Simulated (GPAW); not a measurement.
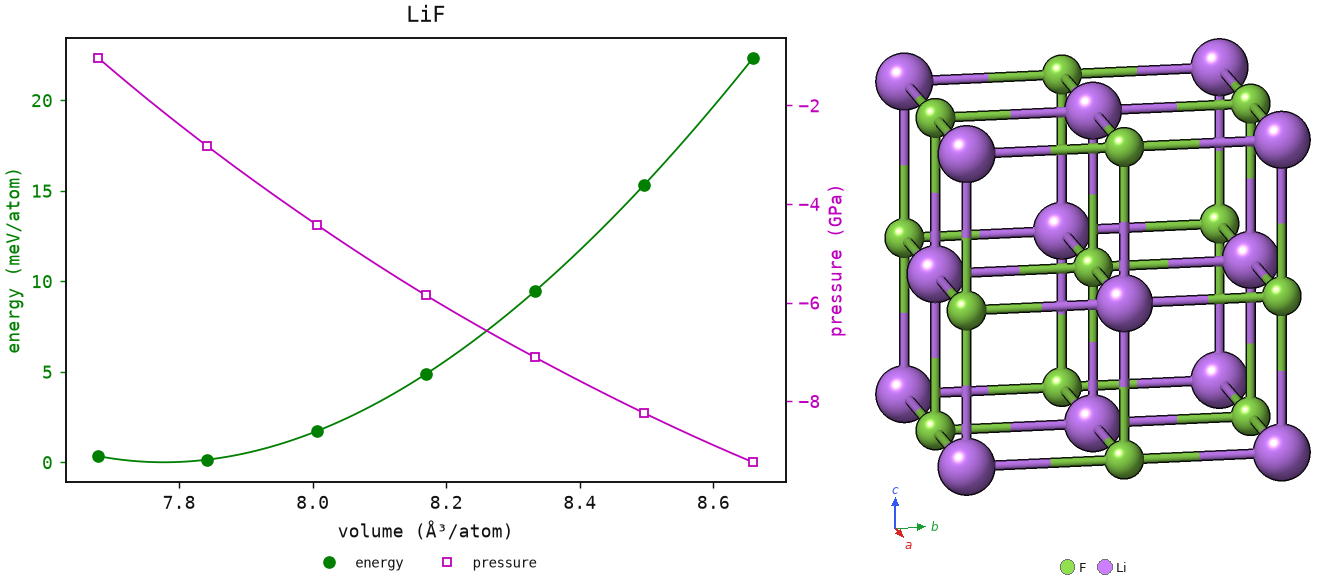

The figure shows the energy and pressure against volume for LiF, space group Fm-3m (No. 225). The conventional cell is drawn beside the plot.

Cell as given: a = 2.848 Å, b = 2.848 Å, c = 2.848 Å, α = 60.00°, β = 60.00°, γ = 60.00°; 2 atoms.

Calculation (GPAW 26.7.0): PAW DFT in plane waves, on a grid or in atomic orbitals, no spin polarisation; energies at scaled volumes of the given cell, shape and fractions fixed, counted from the fit's minimum, third-order Birch-Murnaghan fit. Level: LDA.

```tsv
setting	value
k mesh	11×11×11
occupations	Fermi–Dirac
smearing width	0.05 eV
potentials	GPAW PAW data sets (gpaw data 1.2.1)
wave cutoff	800 eV
program settings	basis pw
```

How stiff is the solid, and where is its volume at rest?

Answer. A third-order Birch–Murnaghan fit gives V0 = 7.78 Å³/atom, B0 = 85.7 GPa and B′ = 4.0.

How does the pressure vary with volume?

Answer. It falls from −1.04 GPa at volume 7.6790 Å³/atom to −9.24 GPa at 8.6593 Å³/atom.

Note: the fit and the printed pressures don't fully agree, or the minimum lies near the end of the range.
